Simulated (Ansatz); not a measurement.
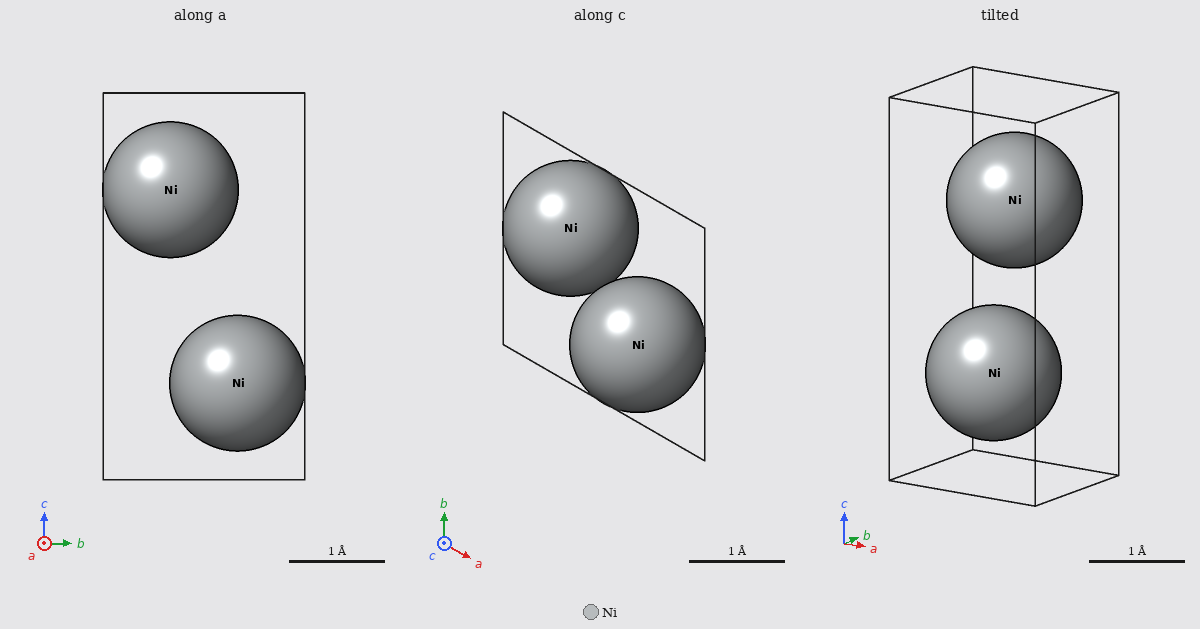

The figure gives a spheres-only picture of the atoms, viewed along the a axis, along the c axis and slightly off an axis. The wireframe shows the conventional unit cell. Cell: a = 2.448 Å, b = 2.448 Å, c = 4.073 Å, α = 90.00°, β = 90.00°, γ = 120.00°.

The element is nickel. Symmetry: P6_3/mmc (No. 194), primitive hexagonal lattice. The prototype is hexagonal close-packed (Mg type). The cell holds two atoms. The neighbours of Ni are twelve Ni in an anticuboctahedral arrangement at about 2.4 Å.

It goes back to a structure listed in the Materials Project. Earlier steps of the study may have refined or changed the cell and positions. It went into a calculation with Ansatz.
